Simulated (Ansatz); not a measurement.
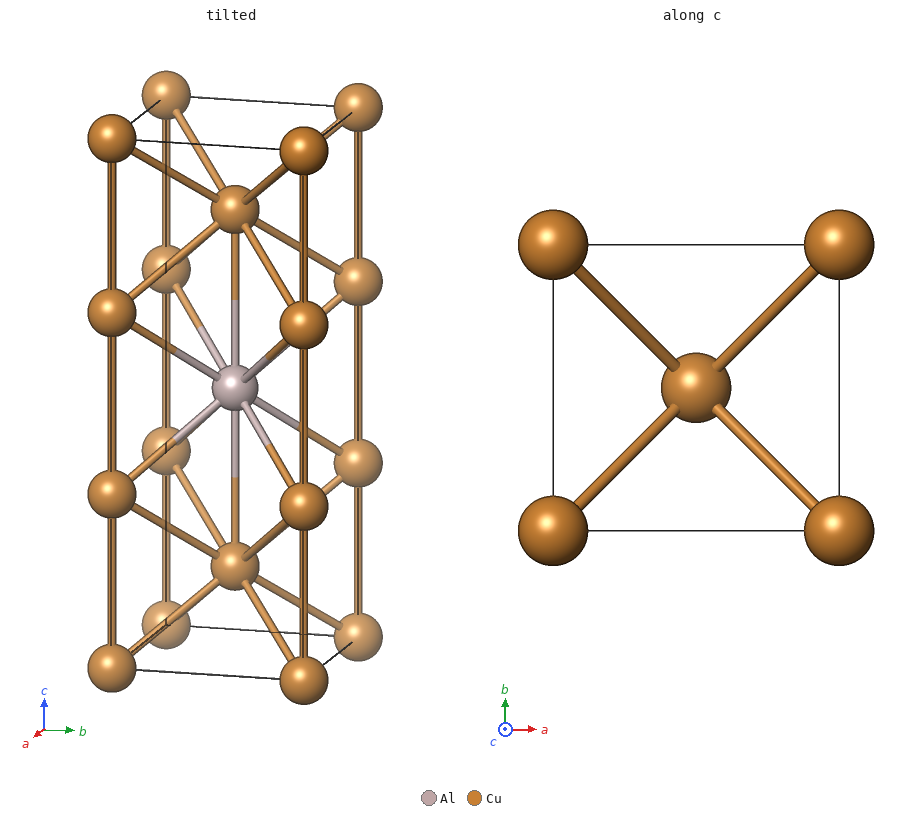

We look at a ball-and-stick model of the crystal slightly off an axis and along the c axis. The wireframe shows the conventional unit cell. Cell: a = 3.01 Å, b = 3.01 Å, c = 8.20 Å, α = 90.00°, β = 90.00°, γ = 90.00°.

The structure comes from a structure type filled with these elements by a generator (whether the compound takes this form wasn't checked). Earlier steps of the study, as a rule a relaxation of our own, may have changed the cell and positions, so they can lie some per cent off the listed ones. It was the input of a calculation with Ansatz.

In words:

It has the composition AlCu$_{5}$. It is primitive tetragonal, space group P4/mmm (No. 123). The cell comprises 1 formula unit: 1 Al, 5 Cu. Counting contacts within bonding distance, the coordination numbers are Al 10 and Cu 10.

Electronic-structure method: Ansatz, DFT PBE, scalar-relativistic, plane waves, PAW. Parameters: plane-wave cutoff 420 eV, k-grid 12×12×6, Gaussian smearing of 0.1 eV, no spin polarisation.

Is the electronic structure metallic or gapped?

A metal: bands cross the Fermi level.

Give the Bader charge of each element.

Al +1.42 e; Cu -0.64 to -0.01 e.

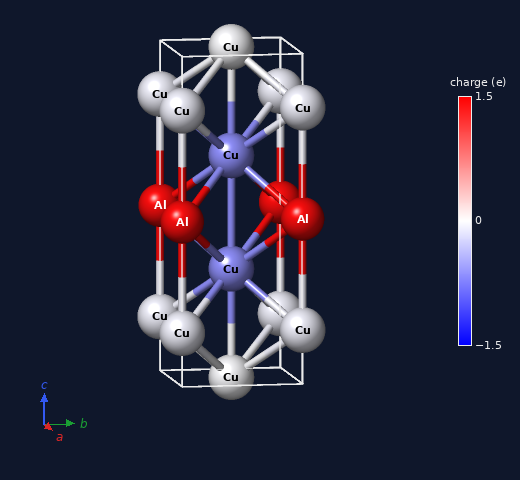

The atoms coloured by those charges. The run's cell of 6 atoms is drawn, so axes and origin can differ from the first picture.

Do the forces and the stress vanish for this geometry?

Yes. All forces vanish to within 0.01 eV/Å. The pressure is 0.0 GPa, close to zero.
